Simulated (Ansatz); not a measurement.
The Ansatz input:

```
crystal:
  lattice:
    - [0.0, 2.3144614809, 2.3144614809]
    - [2.3144614809, 0.0, 2.3144614809]
    - [2.3144614809, 2.3144614809, 0.0]
  atoms:
    - { symbol: Be, position: [0.0, 0.0, 0.0] }
    - { symbol: S, position: [0.5, 0.5, 0.5] }
kpoints:
  mp_grid: { grid: [13, 13, 13] }
  band_path:
    path:
      - [0.0, 0.0, 0.0]
      - [0.5, 0.0, 0.5]
      - [0.625, 0.25, 0.625]
      - [0.375, 0.375, 0.75]
      - [0.0, 0.0, 0.0]
      - [0.5, 0.5, 0.5]
      - [0.5, 0.25, 0.75]
      - [0.5, 0.0, 0.5]
    npoints: 8
scf:
  occupations: { method: fermi_dirac, width: 0.08 }
hamiltonian:
  xc: pbe
  pseudopotentials: { kind: all_electron, datasets: crystal }
output:
  forces: true
  stress: true
  eigenvalues: true
  efg: { contact_densities: true }
```

Command:
```bash
ansatz run input.yaml --threads 1 --pin off --max-ram 2048MiB --backend cpu --events-out ev --progress --plain --runs-dir out
```

What does the calculation give for the electronic structure? The path is Γ–X–U–K–Γ–L–W–X.

The material is gapped. The gap along this path is 0.97 eV and indirect, from the valence-band top between K and Γ to the conduction-band bottom at X; the smallest direct gap is 4.16 eV, at X. The top valence band spans 4.0 eV and the lowest conduction band 5.2 eV. The direct gaps are 4.74 eV at K, 8.87 eV at W and 5.63 eV at Γ.

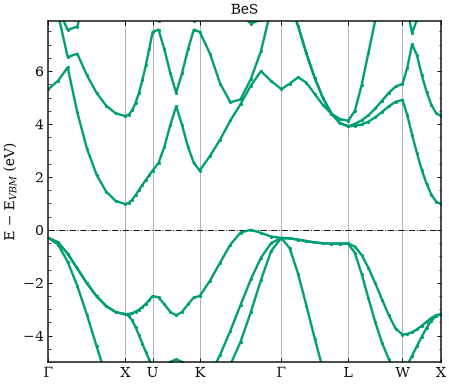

Band structure. Energies are counted from the top of the valence band. The path runs straight from each named point to the next.
